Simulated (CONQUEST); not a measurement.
## LiF: 7 runs along one coordinate

System: LiF (4 atoms in the cell).
Method: Kohn-Sham DFT of a periodic cell, PBEsol, PseudoDojo NC PBEsol, no spin polarisation (CONQUEST 1.3).

The 7 runs differ only in the geometry, by an even scaling of the cell at fixed fractional positions. The structure derives from an entry of the Crystallography Open Database.

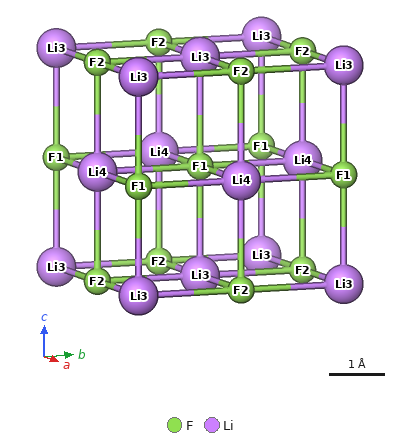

Figure 1. The structure of run 4 (ball-and-stick view of the cell 2 times as large as that of the calculation, set on its symmetry axes, seen slightly off an axis; atoms are numbered from 1 in the order of the input). An atom can appear more than once, as a periodic image.

**Input of run 4**
```
IO.Title LiF
IO.Coordinates coords.dat
IO.FractionalAtomicCoords T
IO.Iprint 2
IO.Iprint_init 1
General.NumberOfSpecies 2
General.PseudopotentialType hamann
AtomMove.TypeOfRun static
AtomMove.FullStress T
Grid.PointsAlongX 32
Grid.PointsAlongY 32
Grid.PointsAlongZ 48
DM.SolutionMethod diagon
Diag.MPMesh T
Diag.GammaCentred T
Diag.MPMeshX 9
Diag.MPMeshY 9
Diag.MPMeshZ 7
Diag.kT 0.00183747
minE.SCTolerance 1e-6
SC.MaxIters 100
IO.AtomChargeOutput T
%block ChemicalSpeciesLabel
1 19.000 F
2 6.940 Li
%endblock
```

Command:
```bash
OMP_NUM_THREADS=1 Conquest
```

Lattice vectors (Å) and fractional positions of run 4:
```
   2.848226    0.000000    0.000000
   0.000000    2.848226    0.000000
   0.000000    0.000000    4.028000
F   0.000000  0.000000  0.500000
F   0.500000  0.500000  0.000000
Li  0.000000  0.000000  0.000000
Li  0.500000  0.500000  0.500000
```

Run 2 has the same physical settings and fractional positions; its lattice vectors (Å) are:
```
   2.809732    0.000000    0.000000
   0.000000    2.809732    0.000000
   0.000000    0.000000    3.973561
```

**Results, with one run withheld**

| run | volume per atom (Å³) | free energy per atom, from the lowest run given (meV) | pressure (GPa) | gap on the mesh (eV) |
| --- | --- | --- | --- | --- |
| 1 | 7.679 | 6.41 | 4.48 | 9.46 |
| 2 | 7.842 | ? | ? | ? |
| 3 | 8.006 | 0.52 | 1.29 | 9.07 |
| 4 | 8.169 | 0.00 | −0.23 | 8.89 |
| 5 | 8.333 | 1.02 | −1.71 | 8.72 |
| 6 | 8.496 | 3.44 | −2.94 | 8.55 |
| 7 | 8.659 | 6.96 | −3.97 | 8.39 |

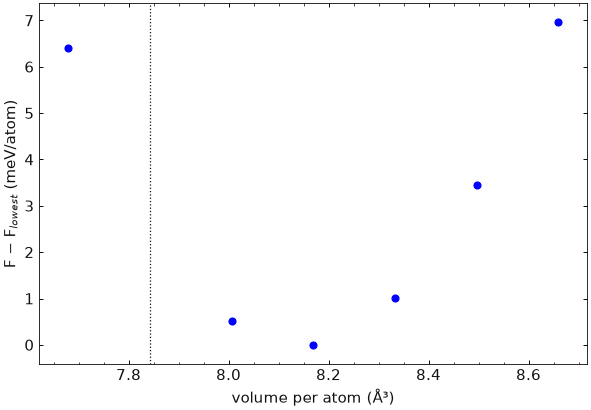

Figure 2. Free energy per atom of the runs given; the dotted line marks run 2.

Fit the runs given and predict run 2.

A cubic polynomial in V^(−2/3) (the Birch–Murnaghan form), fitted to the 6 runs given, misses them by at most 0.04 meV per atom. With x = V^(−2/3) − 0.24566 Å⁻², it reads F = 0.16016 − 209.8 x + 68811 x² − 75417 x³ (meV per atom). At run 2 it gives 2.58 meV per atom, and the run itself gives 2.61. The slope of the fit gives a pressure −dF/dV of 2.88 GPa there, and the run prints 2.87 GPa. The fit has its minimum at 8.137 Å³ per atom, where V d²F/dV² gives 73.2 GPa: the bulk modulus at this level, since symmetry fixes the shape and the positions. The gap on the mesh goes, without turning, from 9.46 eV in run 1 to 8.39 eV in run 7; run 2 has 9.26 eV. These are gaps of this functional on this mesh, which can miss the band edges; they aren't the measured gap.

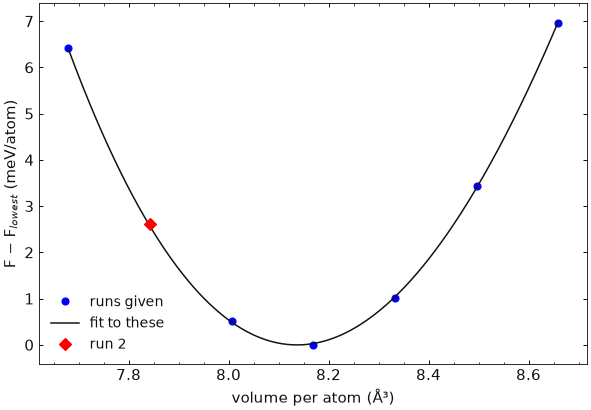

Figure 3. The fit and the withheld run.

**Some lines of the output (run 2)**
```
[...]
      Using Fermi-Dirac smearing
          DFT Total Energy                 :       -63.651739281052350 Ha
          DFT Total Energy                 :       -63.675503908525606 Ha
          DFT Total Energy                 :       -63.676977700358137 Ha
          DFT Total Energy                 :       -63.677004626052963 Ha
          DFT Total Energy                 :       -63.677004736813721 Ha
          DFT Total Energy                 :       -63.677004750739783 Ha
      |* DFT total energy        =       -63.677004750739783 Ha
    force: Average pressure:      2.86565200 GPa
```

Notes: With a small basis of atomic orbitals these values can differ much from converged plane-wave results.
